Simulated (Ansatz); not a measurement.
## Geometry relaxation, with input and output: C6N (part 3 of 3)

C6N (slab, 7 atoms in the cell); DFT PBE+D3(BJ), scalar-relativistic, plane waves, PAW, spin-polarised (Ansatz 0.2.0); cutoff 420 eV, 12×12×1 k-mesh, Gaussian smearing of 0.05 eV, collinear spins. The structure derives from an entry of the Crystallography Open Database. The input holds or restrains some coordinates. Forces given for the steps count only the free coordinates. It belongs to a series of runs on one base structure; here: N put at a top C site.

Geometry of the input (Å; fractional positions):
```
2.4656  0.0000  0.0000
-1.2328  2.1342  0.0000
0.0000  0.0000  25.7843
C  0.6667  0.3334  0.3297
C  0.3333  0.6666  0.3297
C  0.1667  0.3334  0.4612
C  0.8333  0.6666  0.4612
C  0.6667  0.3334  0.5928
C  0.3333  0.6666  0.5928
N  0.3333  0.6666  0.6502
```

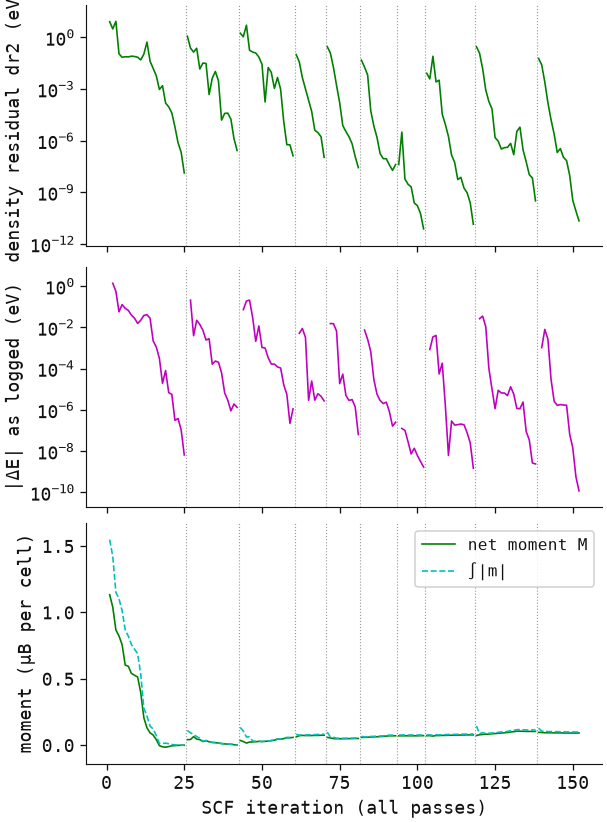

Figure 1. Convergence of the self-consistent field: density residual dr2, size of the energy change and magnetic moment against the SCF iteration. The dotted lines part the SCF passes of the relaxation: geometry steps, rejected trials and re-solves on a re-selected basis. The 10 passes take 9 to 25 iterations each, 152 in all. The net moment goes from 1.1 to 0.1 μB per cell.

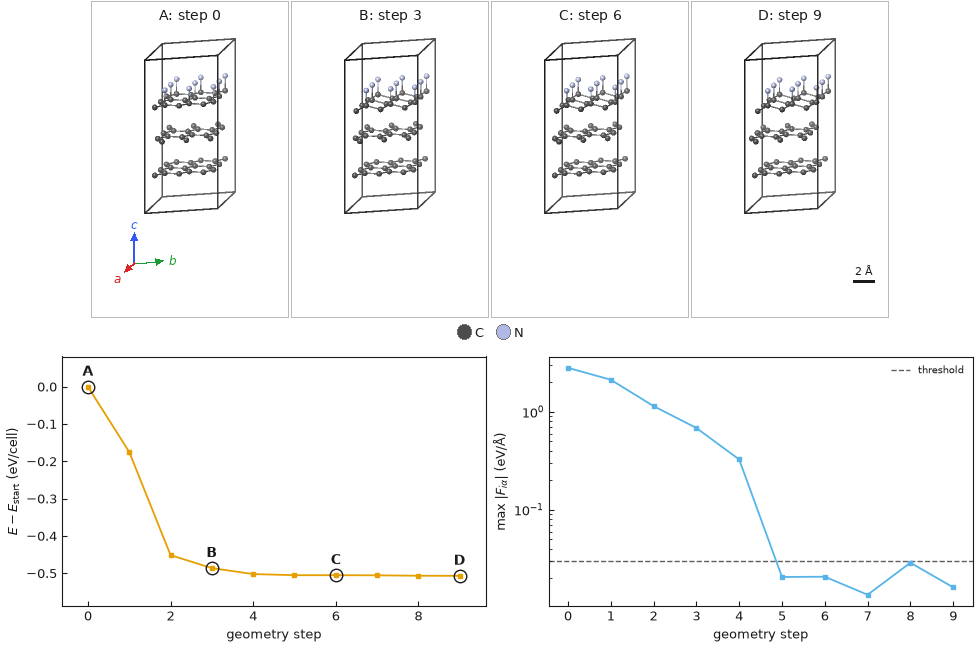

Figure 2. Frames of the restrained relaxation (ball-and-stick view of the 3 × 3 repeat of the cell, with the vacuum cut short, seen slightly off an axis) above the curves, on which the letters mark them (the first geometry is step 0 here and step 1 in the log).

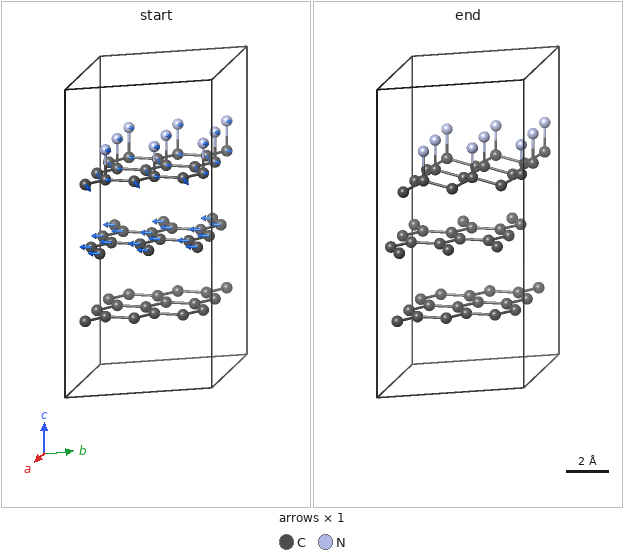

Figure 3. Before (left) and after (right) the restrained relaxation, at one scale (ball-and-stick view of the 3 × 3 repeat of the cell, with the vacuum cut short, seen slightly off an axis). The blue arrows give the displacements, at true length. The largest moves, 0.61 Å, are those of C3 and C4. By element the largest moves are C 0.61 Å, N 0.30 Å. The cell stays as it was. Among the contacts that change: C5–C6 1.423 → 1.460 Å, C6–N7 1.480 → 1.453 Å. Among the angles that change: C5–C6–N7 90.0° → 102.8°, C6–C5–C6 120.0° → 115.2°. Over 9 geometry steps the energy falls by 0.507 eV per cell of the calculation. The largest force component goes from 2.8 to 0.016 eV/Å. (Atoms are counted from 1 in the order of the input.)

```
WARN: The output density's exchange-correlation potential varies sharply where the density is thin. Do not read a vacuum level from v_tot or v_xc, or from such a field of the output density. On a cell that repeats whose density bears no net charge and no dipole along the vacuum's axis use v_es (v_loc + v_h of the components); under efield.dipole_correction with no amplitude use v_es + v_field, which holds any external_charges[].barrier, or the levels of the report's work_function block, which leave it out; under a non-zero efield.amplitude the vacuum is tilted and has no level; on a cell that repeats and bears such a dipole with no correction it is tilted too, and efield.dipole_correction with no amplitude gives each side of its ramp a level where efield: is served; in a cell that repeats whose density bears a net charge (total_charge, or a fill off its count) it is curved and has none; of a slab under crystal.periodic whose density bears no net charge use v_es, which has a level on each side, short of where the two are joined; of another it falls or rises all the way out and has none; of a slab beside external_charges read slab_vacuum_level instead, which it has where they leave it neutral. The grid or the basis barely resolves most such structure, and the values can differ between equally converged runs; as a rule a tighter scf.convergence.dr2_threshold does not remove it. Where the density itself ripples (under the LDA too) a higher basis.ecutwfc lessens it. The files hold the spikes' plane waves up to the density's cutoff. Files: v_tot_of_output_density and the like, and their columns of v_z.tsv (output.write_potential); v_xc_of_output_density and the like, and their columns of v_comp_z.tsv (output.write_potential_components). Measured: with its Gaussian average of σ = 0.25 Å subtracted twice, the exchange-correlation potential is over 0.1 eV at 269 of the grid points where the equally averaged density (valence and model cores) is under 1e-3 e/Å³, and 0.261 eV at the most among them, at an averaged density of 4.2e-8 e/Å³. The input density's (outcome.potential() and, of a run that writes arrays, v_tot and v_xc) is over 0.1 eV, so measured, at 231 points of its own thin density, 0.324 eV at the most. See output.write_potential in the manual, Limitations
SCF converged after 14 iterations
Magnetization: 0.0916 μB (14.5458 up, 14.4542 down)
Absolute magnetization: 0.0996 μB (∫|ρ↑−ρ↓|, with the PAW one-centre terms)
Spin contamination: 0.0025 ħ² per cell (⟨S²⟩ above its minimum at these occupations)
Per-site moments (μB) at R_I (Å): [(0.0003989064051231185, 0.5870134275598089), (-0.00020272942807632454, 0.5870134275598089), (0.0012013446092610483, 0.5867388376902026), (-0.0004033598115370193, 0.5867388376902026), (0.02917516479882133, 0.6020589520345154), (-0.0015917357547323555, 0.5994547036551015), (0.015914673664938272, 0.5994547036551015)]
Free energy (F): -1885.564589 eV
Harris-Foulkes:  -1885.564589 eV  (|F-HF|=5.23e-12)
Internal energy: -1885.563071 eV  (E = F + TS)
E sigma→0 (E₀):  -1885.563830 eV
Entropy (-TS):   -0.001518 eV (-0.217 meV/atom)
Fermi energy:    0.128133 eV
Dipole field:    D = -0.101115 V/Å  (p = -0.075817 e·Å, saw-weighted, corrected)
Work function:   Φ+ = 6.8353 eV   Φ− = 4.2282 eV
Levels:          The Fermi level and band energies are counted from a zero that moves with the ramp; work functions are not
--- Per-component energies (eV) ---
  E_band       = -264.515240
  E_kinetic    = 669.838977
  E_local      = -22416.113136  (includes V_loc(G=0)·N_el)
  E_nonlocal   = 211.525212
  E_hartree    = 10879.499183
  E_xc         = -346.582859
  E_vxc        = -430.973950  (∫ρ·V_xc dr)
  E_paw        = -721.549750  (= ΣΔE_a)
  E_vpaw       = -57.892052  (= ΣTr[D̂ρ^β])
  E_aug_tail   = 0.000122  (compensation charges beyond the density's cutoff)
  E_efield     = 0.003833  (sawtooth field / dipole correction)
  E_vefield    = 0.101257  (∫n·V_field dr)
  E_ewald      = 9838.762748
  E_disp       = -0.947402  (pairwise vdW)
  E_smearing   = -0.001518  (= −TS)
  E_closure    = 0.000000  (closes the sum)
  Σ components = -1885.564589   (vs F -1885.564589, Δ=0.00e0)
--- Forces (eV/Å), atoms counted from 1 ---
  atom   1  C      0.00000000    -0.04863924     0.00728451
  atom   2  C      0.00000000     0.04952489    -0.00538421
  atom   3  C      0.00000000     0.00988181     0.00380970
  atom   4  C      0.00000000    -0.01105036    -0.00658917
  atom   5  C      0.00000000    -0.01595726     0.01612480
  atom   6  C      0.00000000     0.00622249    -0.00850145
  atom   7  N      0.00000000     0.01001830    -0.00675483
  max |Σ_I F_I| component: 1.06e-5 eV/Å
--- Band table (eV; the first three rows and the last of 86) ---
  k-point 0 ↑: bands = ["-21.9389", "-19.6842", "-19.4212", "-15.6088", "-8.3130", "-7.5363", "-6.9438", "-3.6455", "-3.6370", "-3.1706", "-3.1625", "-2.9563", "-2.9440", "-0.6725", "1.7807", "1.7848", "3.6723", "5.0507", "5.9957", "6.6970", "7.0947", "7.5640", "7.5722"]
  k-point 1 ↑: bands = ["-21.7750", "-19.5196", "-19.2575", "-15.4752", "-8.1218", "-7.3633", "-6.7722", "-4.4340", "-3.9792", "-3.8220", "-3.5961", "-3.5031", "-3.2960", "-0.5812", "1.4519", "1.7129", "3.8940", "5.2741", "6.2028", "6.8941", "7.3064", "7.6102", "8.1567"]
  k-point 2 ↑: bands = ["-21.2876", "-19.0277", "-18.7680", "-15.0904", "-7.5593", "-6.8625", "-6.3337", "-6.1709", "-5.4611", "-5.2360", "-4.7591", "-4.3000", "-4.0911", "-0.7829", "0.8128", "1.5012", "4.5571", "5.9389", "6.7700", "7.3199", "7.6123", "7.9885", "8.2456"]
  k-point 42 ↓: bands = ["-17.9235", "-15.3917", "-15.1480", "-13.4641", "-10.7814", "-10.6646", "-10.4470", "-9.5900", "-9.0980", "-8.8747", "-4.4204", "-3.7439", "-3.0653", "-2.4069", "-1.3138", "0.8696", "2.5779", "2.9949", "8.6761", "9.4924", "10.3833", "11.0521", "11.3361"]
--- Relaxed structure (10 steps of the walk, 10 accepted, 0 SCFs on fresh bases) ---
  F+E_penalty+E_count = -1885.56458910 eV   max|allowed force component| = 1.612e-2 eV/Å
  atoms:
    - { symbol: C, position: [0.6666996623500001, 0.33339932470000005, 0.32965834950000006] }
    - { symbol: C, position: [0.33330033765000006, 0.6666006753000001, 0.32965834950000006] }
    - { symbol: C, position: [0.0242027984835975, 0.04840559696719518, 0.46067983922385985] }
    - { symbol: C, position: [0.6909609281440033, 0.3819218562880064, 0.4608452845838883] }
    - { symbol: C, position: [0.7367993624352339, 0.47359872487046756, 0.5788369403712289] }
    - { symbol: C, position: [0.4034365952261884, 0.8068731904523768, 0.5914390791236566] }
    - { symbol: N, position: [0.4030373148189198, 0.8060746296378396, 0.6477998954683738] }
--- Löwdin populations: 7 sites ---
  site symbol       q [e]    m [muB]
     0      C      3.9581     0.0010
     1      C      3.9684    -0.0005
     2      C      3.9679     0.0025
     3      C      3.9626    -0.0014
     4      C      3.9299     0.0696
     5      C      3.8715    -0.0068
     6      N      5.0852     0.0267
  spilling = 0.008839 (of n_electrons = 29.000000)
```

File populations.tsv
```
# site	symbol	l	j	q_up	q_dn
# orbitals = lowdin
# n_electrons = 29.000000
# spilling = 0.008839
0	C	0_2S	-	0.454579	0.454529
0	C	1_2P	-	1.524998	1.524017
1	C	0_2S	-	0.453658	0.453696
1	C	1_2P	-	1.530282	1.530780
2	C	0_2S	-	0.453742	0.453602
2	C	1_2P	-	1.531489	1.529108
3	C	0_2S	-	0.454322	0.454412
3	C	1_2P	-	1.526276	1.527618
4	C	0_2S	-	0.501169	0.496709
4	C	1_2P	-	1.498590	1.433444
5	C	0_2S	-	0.440918	0.442127
5	C	1_2P	-	1.491447	1.497000
6	N	0_2S	-	0.896886	0.897222
6	N	1_2P	-	1.659018	1.632024
```

Trajectory as extended XYZ (Å, eV, eV/Å), 10 frames, from step=1 to step=10
```
7
Lattice="2.4656 0.0000 0.0000 -1.2328 2.1342 0.0000 0.0000 0.0000 25.7843" Properties=species:S:1:pos:R:3:forces:R:3 step=1 energy=-1885.05785
C     1.2328    0.7115    8.5000    0.0000  -0.1252  -0.0012
C     0.0000    1.4226    8.5000    0.0000   0.1252  -0.0010
C     0.0000    0.7115   11.8921    0.0000  -0.0432   0.0156
C     1.2328    1.4226   11.8921    0.0000   0.0382   0.0229
C     1.2328    0.7115   15.2843    0.0000  -0.0023  -2.8120
C     0.0000    1.4226   15.2843    0.0000   0.0033   0.9231
N     0.0000    1.4226   16.7643    0.0000   0.0041   1.8527
7
Lattice="2.4656 0.0000 0.0000 -1.2328 2.1342 0.0000 0.0000 0.0000 25.7843" Properties=species:S:1:pos:R:3:forces:R:3 step=2 energy=-1885.23274
C     1.2328    0.7115    8.5000    0.0000  -0.0954   0.0194
C     0.0000    1.4226    8.5000    0.0000   0.0956   0.0198
C     0.0000    0.6864   12.0845    0.0000  -0.0170  -0.0939
C     1.2328    1.3979   12.0848    0.0000  -0.0003  -0.0663
C     1.2328    0.7282   15.1137    0.0000   0.0023  -2.1266
C     0.0000    1.4394   15.1793    0.0000   0.0032   1.3197
N     0.0000    1.4396   16.6774    0.0000   0.0116   0.9280
7
Lattice="2.4656 0.0000 0.0000 -1.2328 2.1342 0.0000 0.0000 0.0000 25.7843" Properties=species:S:1:pos:R:3:forces:R:3 step=3 energy=-1885.50915
C     1.2328    0.7115    8.5000    0.0000  -0.1096   0.0092
C     0.0000    1.4226    8.5000    0.0000   0.1109   0.0084
C     0.0000    0.5600   11.9643    0.0000   0.0204  -0.0539
C     1.2328    1.2721   11.9665    0.0000  -0.0336  -0.0115
C     1.2328    0.8117   14.9701    0.0000   0.0243  -0.3792
C     0.0000    1.5229   15.2152    0.0000  -0.0066   1.1442
N     0.0000    1.5242   16.7506    0.0000  -0.0058  -0.7172
7
Lattice="2.4656 0.0000 0.0000 -1.2328 2.1342 0.0000 0.0000 0.0000 25.7843" Properties=species:S:1:pos:R:3:forces:R:3 step=4 energy=-1885.54392
C     1.2328    0.7115    8.5000    0.0000  -0.1098   0.0067
C     0.0000    1.4226    8.5000    0.0000   0.1115   0.0045
C     0.0000    0.4976   11.9332    0.0000   0.0220  -0.0255
C     1.2328    1.2098   11.9374    0.0000  -0.0330  -0.0120
C     1.2328    0.8508   14.9324    0.0000   0.0249   0.0946
C     0.0000    1.5618   15.2334    0.0000  -0.0079   0.6163
N     0.0000    1.5614   16.7359    0.0000  -0.0077  -0.6844
7
Lattice="2.4656 0.0000 0.0000 -1.2328 2.1342 0.0000 0.0000 0.0000 25.7843" Properties=species:S:1:pos:R:3:forces:R:3 step=5 energy=-1885.55985
C     1.2328    0.7115    8.5000    0.0000  -0.1169   0.0055
C     0.0000    1.4226    8.5000    0.0000   0.1191   0.0014
C     0.0000    0.4487   11.9128    0.0000  -0.0450   0.0440
C     1.2328    1.1597   11.9207    0.0000   0.0362  -0.0630
C     1.2328    0.8799   14.9321    0.0000  -0.0400  -0.1404
C     0.0000    1.5895   15.2537    0.0000   0.0499  -0.1739
N     0.0000    1.5865   16.6930    0.0000  -0.0033   0.3265
7
Lattice="2.4656 0.0000 0.0000 -1.2328 2.1342 0.0000 0.0000 0.0000 25.7843" Properties=species:S:1:pos:R:3:forces:R:3 step=6 energy=-1885.56289
C     1.2328    0.7115    8.5000    0.0000  -0.1140   0.0035
C     0.0000    1.4226    8.5000    0.0000   0.1166  -0.0029
C     0.0000    0.4230   11.8904    0.0000  -0.0096  -0.0198
C     1.2328    1.1347   11.8932    0.0000   0.0020   0.0206
C     1.2328    0.8886   14.9473    0.0000   0.0118   0.0093
C     0.0000    1.5995   15.2709    0.0000  -0.0073  -0.0037
N     0.0000    1.5960   16.7244    0.0000   0.0004  -0.0073
7
Lattice="2.4656 0.0000 0.0000 -1.2328 2.1342 0.0000 0.0000 0.0000 25.7843" Properties=species:S:1:pos:R:3:forces:R:3 step=7 energy=-1885.56289
C     1.2328    0.7115    8.5000    0.0000  -0.1140   0.0035
C     0.0000    1.4226    8.5000    0.0000   0.1166  -0.0029
C     0.0000    0.4230   11.8904    0.0000  -0.0096  -0.0197
C     1.2328    1.1347   11.8932    0.0000   0.0020   0.0207
C     1.2328    0.8886   14.9473    0.0000   0.0118   0.0091
C     0.0000    1.5995   15.2709    0.0000  -0.0073  -0.0035
N     0.0000    1.5960   16.7244    0.0000   0.0004  -0.0073
7
Lattice="2.4656 0.0000 0.0000 -1.2328 2.1342 0.0000 0.0000 0.0000 25.7843" Properties=species:S:1:pos:R:3:forces:R:3 step=8 energy=-1885.56320
C     1.2328    0.7115    8.5000    0.0000  -0.1105   0.0040
C     0.0000    1.4226    8.5000    0.0000   0.1133  -0.0030
C     0.0000    0.3905   11.8900    0.0000   0.0003   0.0020
C     1.2328    1.1024   11.8944    0.0000  -0.0072  -0.0019
C     1.2328    0.9029   14.9444    0.0000   0.0003   0.0136
C     0.0000    1.6137   15.2686    0.0000   0.0019  -0.0064
N     0.0000    1.6099   16.7220    0.0000   0.0018  -0.0084
7
Lattice="2.4656 0.0000 0.0000 -1.2328 2.1342 0.0000 0.0000 0.0000 25.7843" Properties=species:S:1:pos:R:3:forces:R:3 step=9 energy=-1885.56434
C     1.2328    0.7115    8.5000    0.0000  -0.0733   0.0060
C     0.0000    1.4226    8.5000    0.0000   0.0757  -0.0053
C     0.0000    0.1943   11.8781    0.0000  -0.0078   0.0284
C     1.2328    0.9058   11.8841    0.0000   0.0054  -0.0288
C     1.2328    0.9813   14.9324    0.0000   0.0006  -0.0010
C     0.0000    1.6926   15.2568    0.0000  -0.0102  -0.0116
N     0.0000    1.6887   16.7094    0.0000   0.0096   0.0122
7
Lattice="2.4656 0.0000 0.0000 -1.2328 2.1342 0.0000 0.0000 0.0000 25.7843" Properties=species:S:1:pos:R:3:forces:R:3 step=10 energy=-1885.56459
C     1.2328    0.7115    8.5000    0.0000  -0.0486   0.0073
C     0.0000    1.4226    8.5000    0.0000   0.0495  -0.0054
C     0.0000    0.1033   11.8783    0.0000   0.0099   0.0038
C     1.2328    0.8151   11.8826    0.0000  -0.0111  -0.0066
C     1.2328    1.0107   14.9249    0.0000  -0.0160   0.0161
C     0.0000    1.7220   15.2498    0.0000   0.0062  -0.0085
N     0.0000    1.7203   16.7030    0.0000   0.0100  -0.0068
```

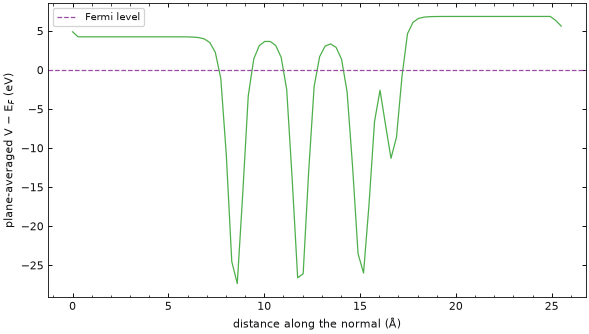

Figure 4. Plane average of the electrostatic potential energy of an electron across the cell, from the Fermi level. The vacuum level lies 6.84 eV above the Fermi level on the upper side and 4.23 eV on the lower.

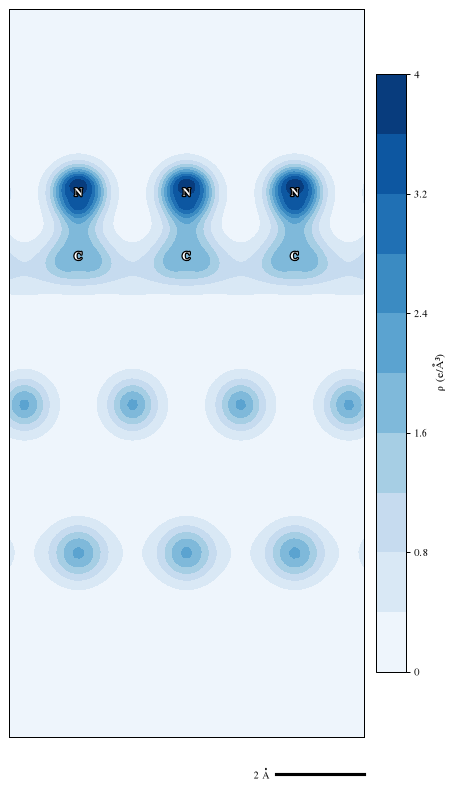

Figure 5. Valence charge density (pseudo) on the (010) plane of the calculation cell, a cut from vacuum to vacuum. Atoms in the plane: C and N. C–N (1.45 Å): ρ is about 1.9 e/Å³ halfway. The density dies away to nearly zero in the vacuum. Core electrons are frozen (PAW), so the fields are smoothed inside the atomic spheres.

Results in brief

```csv
quantity,value
outcome,converged under the restraints of the input
electrons treated,29
free energy,−1885.5646 eV
"work function, top face",6.84 eV
"work function, bottom face",4.23 eV
Fermi energy,0.128 eV
gap on the k-point mesh,none (metallic)
net moment of the cell,0.09 μB
integrated absolute moment,0.10 μB
final volume,135.68 Å³
work function (upper face),6.84 eV
"largest force (length of the vector) at the end, held atoms and coordinates included",0.050 eV/Å
hardware,"1 thread of Intel Xeon (Sapphire Rapids), 64 GiB of memory available, shared host"
wall time,7.3 min
peak memory,0.57 GiB
```

Notes

The program warns: some starting moments were not kept; the exchange-correlation potential is rough where the density is thin.
